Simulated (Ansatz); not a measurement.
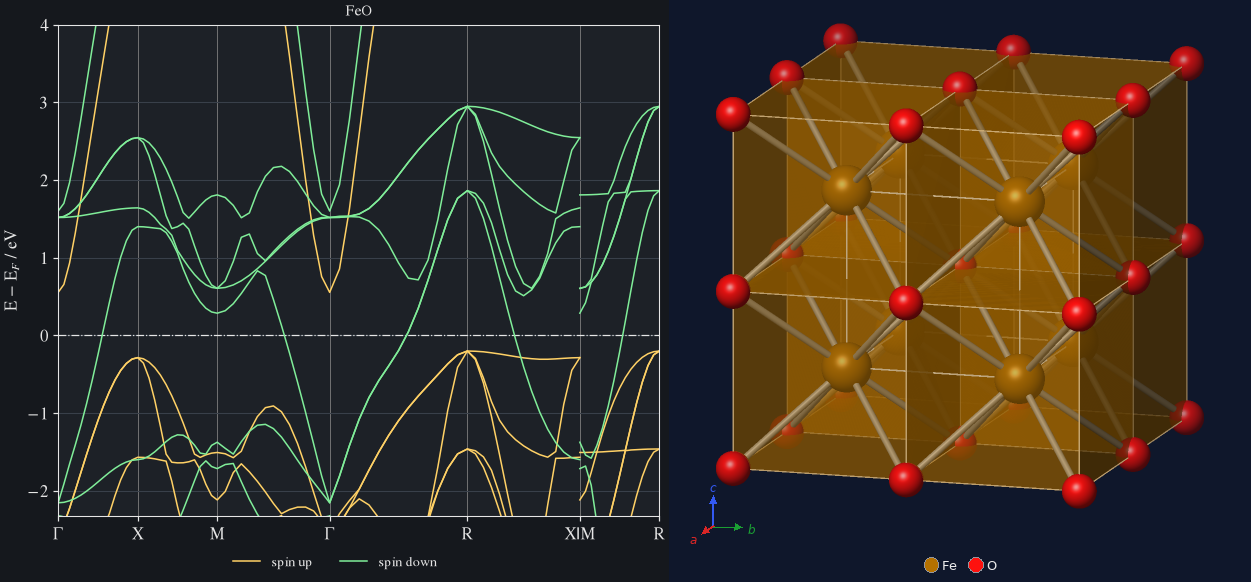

Band structure of CsCl-type FeO, space group Pm-3m (No. 221), 2 atoms in the cell (cubic a = 2.612 Å), beside the structure. Ansatz; PBEsol, Ansatz PAW, collinear spin, ferromagnetic start, no spin-orbit coupling, 10×10×10 k mesh, 420 eV cutoff, Fermi-Dirac smearing of 0.05 eV. Energies are counted from the Fermi level.

A half-metal: spin-down bands cross the Fermi level, while the spin-up bands leave a gap of 0.76 eV along the path around it. The cell's moment is 4.0 μB, a whole number as a half-metal requires. Bands cross the Fermi level on Γ–X, M–Γ, Γ–R, R–X and M–R, and not on X–M. At Γ the nearest levels lie 2.16 eV below and 0.55 eV above the Fermi level.

The run ends ferromagnetic, with 4.00 μB a cell. A cell with one magnetic atom can't hold antiferromagnetic order, which such compounds often take. Semilocal functionals often make such compounds metallic where correlation or magnetic order opens a gap, which also shifts bond lengths. The PAW data sets were made with another functional. The cell was built from a prototype, and whether it is the stable form of this composition wasn't checked.
